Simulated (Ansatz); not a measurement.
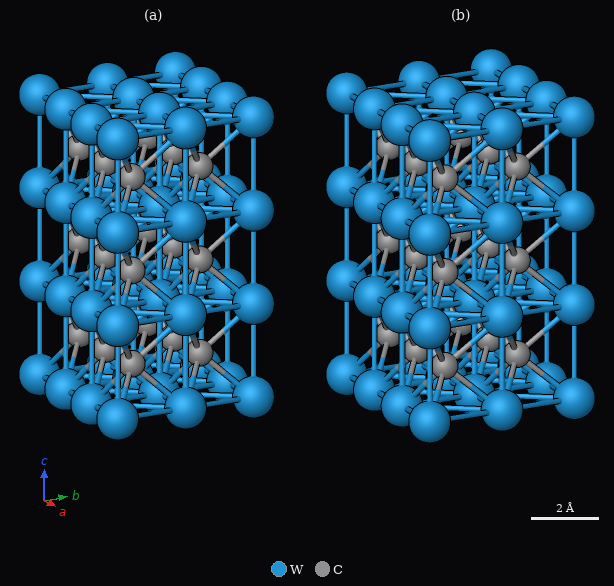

Left: a symmetric starting cell of WC. Right: the same structure after one change, at the same scale. A ball-and-stick model of the cell of the calculation, repeated 3 × 2 × 3 with one cell outlined, seen slightly off an axis.

Computed with DFT PBE, scalar-relativistic, plane waves, PAW (Ansatz). Set-up: plane-wave cutoff 420 eV; k-point mesh 18 × 18 × 14; occupations gaussian; smearing width 0.1 eV; no spin polarisation.

### Which change leads from the left to the right?

The cell is strained by +0.5 % along c and +6.5 % across it (volume +13.9 %), the atoms keeping their fractional coordinates. No relaxation follows. The starting cell wasn't computed here and needn't be at equilibrium, so pressure and forces aren't due to the change alone.

### How do the computed properties respond?

The pressure is −30.8 GPa (not all of it need come from the change, since the unchanged cell can be under pressure at this level too). The principal stresses (compression positive) are −13.3 GPa along c and −39.5 GPa across it. All forces vanish by symmetry. Among the bonded contacts that change: W–W 2.901 → 3.088 Å, C–W 2.192 → 2.280 Å, W–W 2.829 → 2.843 Å. The space group stays P-6m2 (No. 187).
